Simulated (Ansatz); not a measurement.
## Two runs on TaN

System: TaN (Fm-3m, 2 atoms in the cell).
Method of run A: DFT PBEsol, scalar-relativistic, plane waves, PAW, no spin polarisation (Ansatz 0.2.0).

The structure derives from a Materials Project entry. Text and figures count atoms from 1; the logs count them from 0 in places.

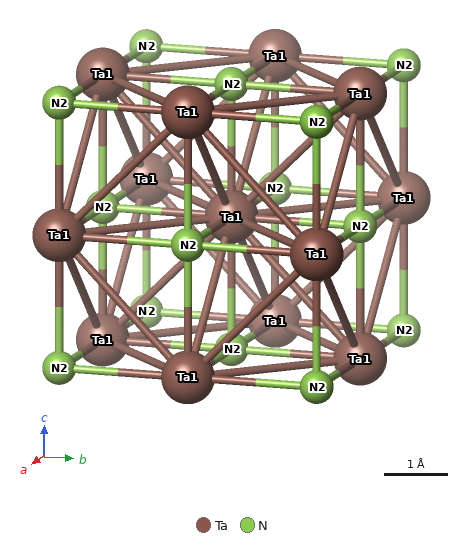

**Figure 1.** The structure as given in the input (ball-and-stick view of the cell 4 times as large as that of the calculation, set on its symmetry axes, seen slightly off an axis; atoms are numbered from 1 in the order of the input). Near neighbours in the crystal (not all of them lie inside the picture): Ta has 6 N at 2.19 Å and 12 Ta at 3.09 Å; N has 6 Ta at 2.19 Å.

Input file, run A:
```yaml
crystal:
  lattice:
    - [0.0, 2.1879310204, 2.1879310204]
    - [2.1879310204, 0.0, 2.1879310204]
    - [2.1879310204, 2.1879310204, 0.0]
  atoms:
    - { symbol: Ta, position: [0.5, 0.5, 0.5] }
    - { symbol: "N", position: [0.0, 0.0, 0.0] }
basis:
  ecutwfc: 420
kpoints:
  mp_grid: { grid: [16, 16, 16] }
  band_path:
    path:
      - [0.0, 0.0, 0.0]
      - [0.5, 0.0, 0.5]
      - [0.625, 0.25, 0.625]
      - [0.375, 0.375, 0.75]
      - [0.5, 0.5, 0.5]
      - [0.5, 0.25, 0.75]
      - [0.0, 0.0, -0.5]
    npoints: 1
hamiltonian:
  xc: pbesol
scf:
  occupations: { method: gaussian, width: 0.1 }
  n_extra_bands: 4
output:
  forces: true
  stress: true
  eigenvalues: true
```

Command:
```bash
ansatz run input.yaml --threads 1 --pin off --max-ram 2560MiB --backend cpu --events-out ev --progress --plain --runs-dir out
```

Hardware: 1 thread of AMD EPYC (Zen 3), 189 GiB of memory available, shared host.

Output, shortened to warnings, some set-up lines, iterations and results (run A):
```
Basis set: ecut = 420 eV, 411 PW (Γ), exchange–correlation on 48×48×48 points (8 copies of the dense FFT grid, shifted against one another)
Symmetry: 48 space group operations
k-points: 145 of 4096
Initial density: superposition of atomic densities (neutral atoms: chi_scale 0, normalization atom), corrected by the library's trained network
[...]
SCF iter   1: F=—  HF=-10187.069082 eV  |F-HF|=—  |Δ(HF+E_count)|=         —  Δρ=1.44e-2  dr2=4.45e-2  ethr=1.77e-3  ⟨swp⟩=5.4  Hψ=9644  notcnv=0
SCF iter   2: F=—  HF=-10187.062426 eV  |F-HF|=—  |Δ(HF+E_count)|=   6.66e-3  Δρ=8.33e-3  dr2=1.66e-2  ethr=2.47e-4  ⟨swp⟩=1.0  Hψ=3045  notcnv=0
SCF iter   3: F=—  HF=-10187.058482 eV  |F-HF|=—  |Δ(HF+E_count)|=   3.94e-3  Δρ=7.86e-4  dr2=6.49e-5  ethr=9.21e-5  ⟨swp⟩=2.1  Hψ=2403  notcnv=0
SCF iter   4: F=—  HF=-10187.058449 eV  |F-HF|=—  |Δ(HF+E_count)|=   3.33e-5  Δρ=1.17e-4  dr2=3.09e-6  ethr=3.61e-7  ⟨swp⟩=2.0  Hψ=3165  notcnv=0
SCF iter   5: F=-10187.058448 eV  HF=-10187.058448 eV  |F-HF|=9.61e-9  |Δ(HF+E_count)|=   8.67e-7  Δρ=1.42e-5  dr2=1.92e-8  ethr=1.72e-8  ⟨swp⟩=2.9  Hψ=3062  notcnv=0
SCF iter   6: F=-10187.058448 eV  HF=-10187.058448 eV  |F-HF|=1.00e-10  |Δ(HF+E_count)|=   3.16e-9  Δρ=1.45e-6  dr2=1.06e-10  ethr=1.07e-10  ⟨swp⟩=2.5  Hψ=6655  notcnv=0
SCF 1 converged in 6 iterations: F = -10187.058448 eV  dr2 = 1.06e-10
NSCF: frozen V_eff on 7 k-points
SCF converged after 6 iterations
Free energy (F): -10187.058448 eV
Harris-Foulkes:  -10187.058448 eV  (|F-HF|=1.00e-10)
Internal energy: -10187.052826 eV  (E = F + TS)
E sigma→0 (E₀):  -10187.055637 eV
Entropy (-TS):   -0.005622 eV (-2.811 meV/atom)
Fermi energy:    21.874059 eV
--- Per-component energies (eV) ---
  E_band       = -40.911858
  E_kinetic    = 501.621064
  E_local      = -574.625468  (includes V_loc(G=0)·N_el)
  E_nonlocal   = 62.962264
  E_hartree    = 193.338560
  E_xc         = -278.424337
  E_vxc        = -282.378933  (∫ρ·V_xc dr)
  E_paw        = -8395.600027  (= ΣΔE_a)
  E_vpaw       = -135.168112  (= ΣTr[D̂ρ^β])
  E_aug_tail   = 0.000239  (compensation charges beyond the density's cutoff)
  E_ewald      = -1696.566866
  E_core_change = 0.241745  (= ΣΔE_core)
  E_smearing   = -0.005622  (= −TS)
  E_closure    = 0.000000  (closes the sum)
  Σ components = -10187.058448   (vs F -10187.058448, Δ=0.00e0)
--- Forces (eV/Å), atoms counted from 1 ---
  atom   1  Ta     0.00000000    -0.00000000    -0.00000000
  atom   2  N     -0.00000000     0.00000000     0.00000000
  max |Σ_I F_I| component: 2.54e-29 eV/Å
--- Stress (GPa, compression-positive) ---
       -0.008659      -0.000000      -0.000000
        0.000000      -0.008659       0.000000
       -0.000000      -0.000000      -0.008659
  P = ⅓ Tr σ = -0.0087 GPa (-0.087 kbar)
```

The input of run B differs as follows (lines with − go, lines with + come):
```diff
-    - [0.0, 2.1879310204, 2.1879310204]
-    - [2.1879310204, 0.0, 2.1879310204]
-    - [2.1879310204, 2.1879310204, 0.0]
+    - [0.0, 2.211323, 2.211323]
+    - [2.211323, 0.0, 2.211323]
+    - [2.211323, 2.211323, 0.0]
-  mp_grid: { grid: [16, 16, 16] }
-  band_path:
-    path:
-      - [0.0, 0.0, 0.0]
-      - [0.5, 0.0, 0.5]
-      - [0.625, 0.25, 0.625]
-      - [0.375, 0.375, 0.75]
-      - [0.5, 0.5, 0.5]
-      - [0.5, 0.25, 0.75]
-      - [0.0, 0.0, -0.5]
-    npoints: 1
+  mp_grid: { grid: [8, 8, 8] }
-  n_extra_bands: 4
```

How does run B compare with run A?

With the same functional and potentials, run B lies 23.1 meV per atom higher (other lines of the input change too). The pressure goes from −0.01 to −10.47 GPa. The volume per atom goes from 10.47 to 10.81 Å³. The number of SCF iterations is the same. The irreducible k-points go from 145 to 29. On the same kind of shared host run B took about 0.66 times as long.

Output, shortened to warnings, some set-up lines, iterations and results (run B):
```
Basis set: ecut = 420 eV, 411 PW (Γ), exchange–correlation on 48×48×48 points (8 copies of the dense FFT grid, shifted against one another)
Symmetry: 48 space group operations
k-points: 29 of 512
Initial density: superposition of atomic densities (neutral atoms: chi_scale 0, normalization atom), corrected by the library's trained network
[...]
SCF iter   1: F=—  HF=-10187.022660 eV  |F-HF|=—  |Δ(HF+E_count)|=         —  Δρ=1.35e-2  dr2=4.10e-2  ethr=1.77e-3  ⟨swp⟩=5.5  Hψ=4480  notcnv=0  defer=13
SCF iter   2: F=—  HF=-10187.014001 eV  |F-HF|=—  |Δ(HF+E_count)|=   8.66e-3  Δρ=5.33e-3  dr2=7.21e-3  ethr=2.28e-4  ⟨swp⟩=1.0  Hψ=725  notcnv=0  defer=13
SCF iter   3: F=—  HF=-10187.012318 eV  |F-HF|=—  |Δ(HF+E_count)|=   1.68e-3  Δρ=5.79e-4  dr2=5.68e-5  ethr=4.01e-5  ⟨swp⟩=1.8  Hψ=504  notcnv=0  defer=13
SCF iter   4: F=—  HF=-10187.012296 eV  |F-HF|=—  |Δ(HF+E_count)|=   2.25e-5  Δρ=6.80e-5  dr2=1.04e-6  ethr=3.16e-7  ⟨swp⟩=1.8  Hψ=522  notcnv=0  defer=13
SCF iter   5: F=-10187.012296 eV  HF=-10187.012296 eV  |F-HF|=6.80e-10  |Δ(HF+E_count)|=   1.54e-7  Δρ=7.81e-6  dr2=5.67e-9  ethr=5.80e-9  ⟨swp⟩=2.4  Hψ=596  notcnv=0  …
SCF iter   6: F=-10187.012296 eV  HF=-10187.012296 eV  |F-HF|=7.64e-11  |Δ(HF+E_count)|=   1.99e-9  Δρ=8.43e-7  dr2=1.11e-10  ethr=3.15e-11  ⟨swp⟩=5.7  Hψ=2090  notcnv=0
SCF 1 converged in 6 iterations: F = -10187.012296 eV  dr2 = 1.11e-10
SCF converged after 6 iterations
Free energy (F): -10187.012296 eV
Harris-Foulkes:  -10187.012296 eV  (|F-HF|=7.64e-11)
Internal energy: -10187.008813 eV  (E = F + TS)
E sigma→0 (E₀):  -10187.010555 eV
Entropy (-TS):   -0.003482 eV (-1.741 meV/atom)
Fermi energy:    21.192701 eV
--- Per-component energies (eV) ---
  E_band       = -52.930425
  E_kinetic    = 499.280724
  E_local      = -596.409497  (includes V_loc(G=0)·N_el)
  E_nonlocal   = 62.477322
  E_hartree    = 198.919255
  E_xc         = -277.665919
  E_vxc        = -281.391144  (∫ρ·V_xc dr)
  E_paw        = -8395.232476  (= ΣΔE_a)
  E_vpaw       = -134.726526  (= ΣTr[D̂ρ^β])
  E_aug_tail   = 0.000149  (compensation charges beyond the density's cutoff)
  E_ewald      = -1678.620117
  E_core_change = 0.241745  (= ΣΔE_core)
  E_smearing   = -0.003482  (= −TS)
  E_closure    = 0.000000  (closes the sum)
  Σ components = -10187.012296   (vs F -10187.012296, Δ=0.00e0)
--- Forces (eV/Å), atoms counted from 1 ---
  atom   1  Ta     0.00000000     0.00000000     0.00000000
  atom   2  N     -0.00000000     0.00000000    -0.00000000
  max |Σ_I F_I| component: 3.09e-29 eV/Å
--- Stress (GPa, compression-positive) ---
      -10.471945      -0.000000       0.000000
       -0.000000     -10.471945      -0.000000
        0.000000      -0.000000     -10.471945
  P = ⅓ Tr σ = -10.4719 GPa (-104.719 kbar)
```

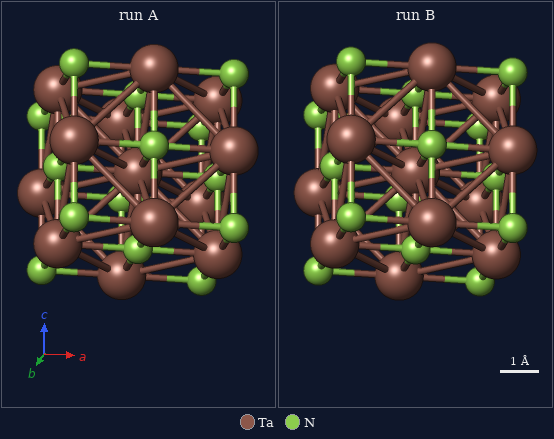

**Figure 2.** The two input geometries at one scale (ball-and-stick view of the cell 4 times as large as that of the calculation, set on its symmetry axes, seen at an oblique angle). No atom moves by more than 0.005 Å relative to the cell. The volume changes by +3.2 %, with a = b = c 4.376 → 4.423 Å (+1.1 %). Among the contacts that change: Ta–Ta 3.094 → 3.127 Å, N–Ta 2.188 → 2.211 Å.

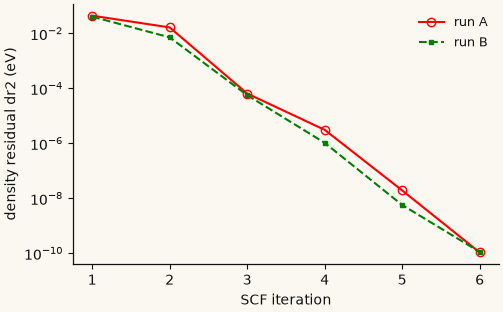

**Figure 3.** Convergence of the two runs: density residual dr2 against the SCF iteration. Run A takes 6 iterations in all, and run B takes 6.

The two runs side by side:

```tsv
quantity	run A	run B
outcome	converged	converged
free energy per atom (eV)	−5093.5292	−5093.5061
energy per atom, smearing taken to zero (eV)	−5093.5278	−5093.5053
gap on the mesh (eV)	0.00	0.00
pressure (GPa)	−0.01	−10.47
volume per atom (Å³)	10.47	10.81
largest force (eV/Å)	0.000	0.000
SCF iterations	6	6
irreducible k-points	145	29
plane waves at Γ	411	411
wall time (shared host)	8.1 s	5.3 s
```

For both runs: Spin–orbit coupling is left out, which matters for Ta. For run B: The cell is under a tension of 10.5 GPa at this level, so it is not at its equilibrium volume.
